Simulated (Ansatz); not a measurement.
# Energy of MgS along a strain of the cell

System: MgS (Fmmm, 2 atoms in the cell).
Method: DFT LDA, scalar-relativistic, plane waves, PAW, no spin polarisation (Ansatz 0.2.0).

The 8 runs differ only in the geometry, by a strain of the cell at fixed fractional positions. Against run 4, the strain is εxx = −0.89 η and εyy = η. The structure derives from an entry of the Crystallography Open Database.

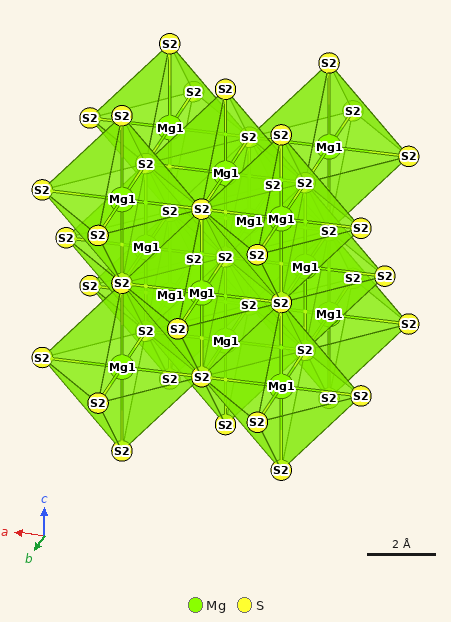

Figure 1. The structure of run 4 (polyhedral view of the cell 4 times as large as that of the calculation, set on its symmetry axes, seen at an oblique angle; polyhedra are completed across the faces of the cell; atoms are numbered from 1 in the order of the input).

### Input of run 4
```yaml
crystal:
  lattice:
    - [0.0, 2.45543727, 2.60165]
    - [2.74786273, 0.0, 2.60165]
    - [2.74786273, 2.45543727, 0.0]
  atoms:
    - { symbol: Mg, position: [0.0, 0.0, 0.0] }
    - { symbol: S, position: [0.5, 0.5, 0.5] }
basis:
  ecutwfc: 420
kpoints:
  mp_grid: { grid: [8, 8, 8] }
hamiltonian:
  xc: lda
scf:
  occupations: { method: gaussian, width: 0.05 }
output:
  forces: true
  stress: true
  eigenvalues: true
```

Lattice vectors (Å) and fractional positions of run 4:
```
   0.000000    2.455437    2.601650
   2.747863    0.000000    2.601650
   2.747863    2.455437    0.000000
Mg  0.000000  0.000000  0.000000
S   0.500000  0.500000  0.500000
```

Run 3 differs from it as follows:
```diff
-    - [0.0, 2.45543727, 2.60165]
-    - [2.74786273, 0.0, 2.60165]
-    - [2.74786273, 2.45543727, 0.0]
+    - [0.0, 2.357875395, 2.60165]
+    - [2.845424605, 0.0, 2.60165]
+    - [2.845424605, 2.357875395, 0.0]
```

### Results, with one run withheld

| run | strain parameter η (%) | free energy per atom, from the lowest run given (meV) | pressure (GPa) | gap on the mesh (eV) |
| --- | --- | --- | --- | --- |
| 1 | −7.9466 | 219.50 | 6.93 | 2.34 |
| 2 | −5.9652 | 150.36 | 4.03 | 2.25 |
| 3 | −3.9733 | ? | ? | ? |
| 4 | 0.0000 | 29.85 | −1.55 | 2.19 |
| 5 | 1.9814 | 10.93 | −2.52 | 2.27 |
| 6 | 3.9733 | 0.00 | −3.09 | 2.40 |
| 7 | 13.9013 | 58.19 | −0.16 | 2.16 |
| 8 | 21.8478 | 309.43 | 10.48 | 2.39 |

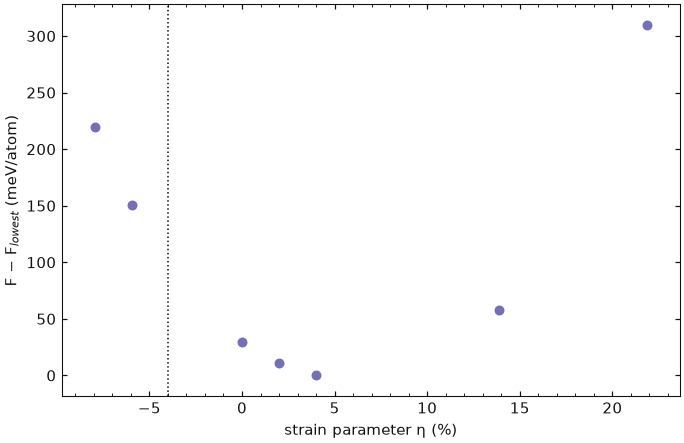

Figure 2. Free energy per atom of the runs given; the dotted line marks run 3.

Estimate the energy of run 3 from the others.

A cubic polynomial in the coordinate, fitted to the 7 runs given, misses them by at most 6.94 meV per atom. With x = η − 3.9703, it reads F = −6.1317 − 5.474 x + 1.1711 x² + 0.0066851 x³ (meV per atom). At run 3 it gives 107.90 meV per atom, and the run itself gives 97.43. The fit has its minimum at η = 6.2624 %. So low a polynomial doesn't follow these energies more closely. The gap on the mesh lies between 2.16 eV (run 7) and 2.40 eV (run 6); run 3 has 2.18 eV. These are gaps of this functional on this mesh, which can miss the band edges; they aren't the measured gap.

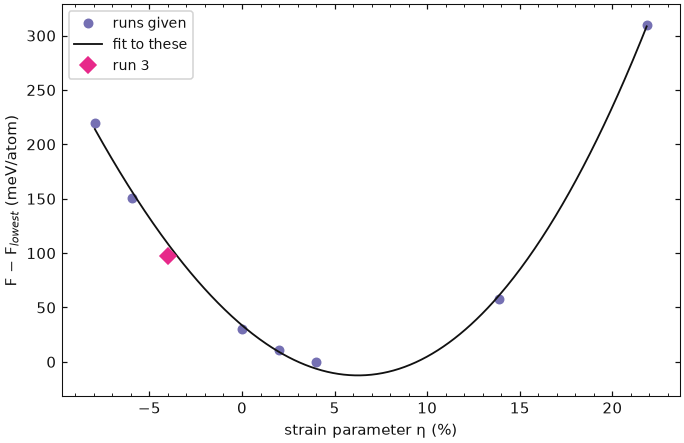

Figure 3. The fit and the withheld run.

### Output, shortened to warnings, some set-up lines, iterations and results (run 3)
```
Basis set: ecut = 420 eV, 671 PW (Γ)
Symmetry: 8 space group operations
k-points: 95 of 512
Initial density: superposition of atomic densities (neutral atoms: chi_scale 0, normalization atom), corrected by the library's trained network
[...]
SCF iter   1: F=—  HF=-2773.968289 eV  |F-HF|=—  |Δ(HF+E_count)|=         —  Δρ=6.90e-3  dr2=1.02e-2  ethr=1.77e-3  ⟨swp⟩=5.9  Hψ=6889  notcnv=0
SCF iter   2: F=—  HF=-2773.961538 eV  |F-HF|=—  |Δ(HF+E_count)|=   6.75e-3  Δρ=2.62e-3  dr2=1.29e-3  ethr=6.36e-5  ⟨swp⟩=2.7  Hψ=2815  notcnv=0
SCF iter   3: F=—  HF=-2773.960910 eV  |F-HF|=—  |Δ(HF+E_count)|=   6.29e-4  Δρ=4.34e-4  dr2=3.25e-5  ethr=8.07e-6  ⟨swp⟩=2.0  Hψ=1497  notcnv=0
SCF iter   4: F=—  HF=-2773.960897 eV  |F-HF|=—  |Δ(HF+E_count)|=   1.28e-5  Δρ=4.32e-5  dr2=7.89e-7  ethr=2.03e-7  ⟨swp⟩=2.1  Hψ=1468  notcnv=0
SCF iter   5: F=-2773.960897 eV  HF=-2773.960897 eV  |F-HF|=7.07e-8  |Δ(HF+E_count)|=   2.64e-7  Δρ=1.36e-5  dr2=8.35e-8  ethr=4.93e-9  ⟨swp⟩=2.0  Hψ=1520  notcnv=0
SCF iter   6: F=-2773.960897 eV  HF=-2773.960897 eV  |F-HF|=2.56e-10  |Δ(HF+E_count)|=   3.18e-8  Δρ=2.57e-6  dr2=1.11e-9  ethr=5.22e-10  ⟨swp⟩=2.4  Hψ=3810  notcnv=0
SCF 1 converged in 6 iterations: F = -2773.960897 eV  dr2 = 1.11e-9
SCF converged after 6 iterations
Free energy (F): -2773.960897 eV
Harris-Foulkes:  -2773.960897 eV  (|F-HF|=2.56e-10)
Internal energy: -2773.960897 eV  (E = F + TS)
E sigma→0 (E₀):  -2773.960897 eV
Fermi energy:    7.577930 eV
--- Per-component energies (eV) ---
  E_band       = -332.156125
  E_kinetic    = 186.833797
  E_local      = -1679.718823  (includes V_loc(G=0)·N_el)
  E_nonlocal   = 125.404693
  E_hartree    = 598.705654
  E_xc         = -127.067842
  E_vxc        = -127.787384  (∫ρ·V_xc dr)
  E_paw        = -840.207549  (= ΣΔE_a)
  E_vpaw       = -34.300332  (= ΣTr[D̂ρ^β])
  E_aug_tail   = 0.000000  (compensation charges beyond the density's cutoff)
  E_ewald      = -1038.214503
  E_core_change = 0.303677  (= ΣΔE_core)
  E_smearing   = -0.000000  (= −TS)
  E_closure    = 0.000000  (closes the sum)
  Σ components = -2773.960897   (vs F -2773.960897, Δ=0.00e0)
--- Forces (eV/Å), atoms counted from 1 ---
  atom   1  Mg     0.00000000    -0.00000000     0.00000000
  atom   2  S     -0.00000000     0.00000000     0.00000000
  max |Σ_I F_I| component: 4.84e-30 eV/Å
--- Stress (GPa, compression-positive) ---
       -7.494584       0.000000      -0.000000
        0.000000      14.021449      -0.000000
       -0.000000      -0.000000      -1.494813
  P = ⅓ Tr σ = 1.6774 GPa (16.774 kbar)
```
